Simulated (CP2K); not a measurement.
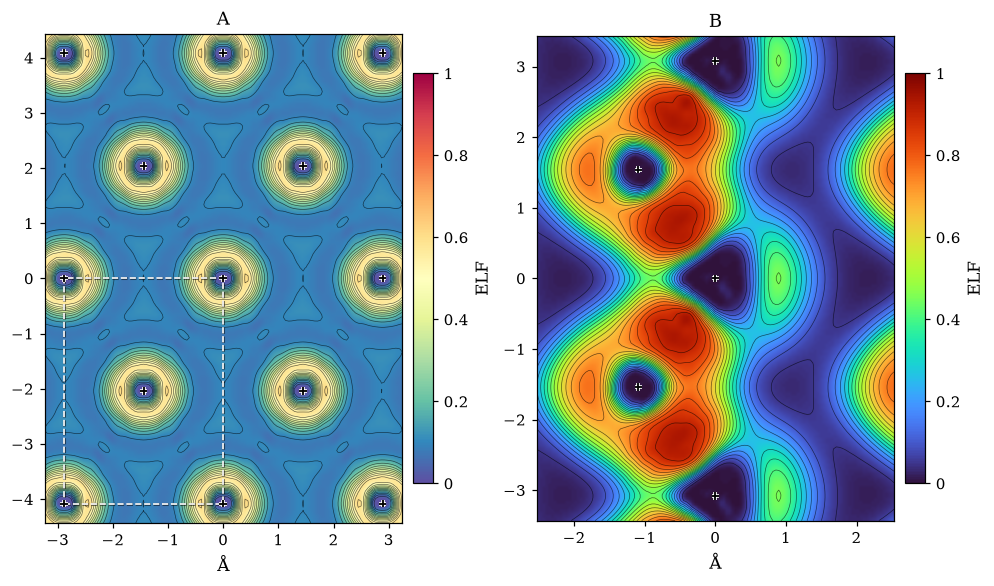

The ELF of 2 systems, each on a plane through atoms (crosses mark nuclei in the plane).

These are results of CP2K 2026.2, Kohn-Sham DFT of a periodic cell, PBEsol, GTH-PBE with UZH-TZVP basis, not measurements.

System 1: Fe, the (101̄) plane of the conventional cell. Space group Im-3m; computed pressure about −12 GPa in this cell; spin-polarised.

System 2: SiC, the (101̄) plane of the conventional cell. Space group F-43m.

```
CELL_PARAMETERS angstrom
3.08157 1.77915 -2.51609
0.00000 3.55829 2.51609
3.08157 -1.77915 2.51609
ATOMIC_POSITIONS crystal
Si 0.00000 0.00000 0.00000
Si 0.00000 0.50000 0.50000
Si 0.50000 0.50000 0.00000
Si 0.50000 0.00000 0.50000
C 0.25000 0.75000 0.25000
C 0.25000 0.25000 0.75000
C 0.75000 0.25000 0.25000
C 0.75000 0.75000 0.75000
```

### Which map belongs to which system?

Panel A is system 1, Fe: the plane holds Fe. Fe–Fe (2.50 Å): the ELF is about 0.10 at the midpoint. Panel B is system 2, SiC: the plane holds Si and C. Si–C (1.89 Å): the ELF peaks at about 0.95 between the atoms (localised, covalent bonding).
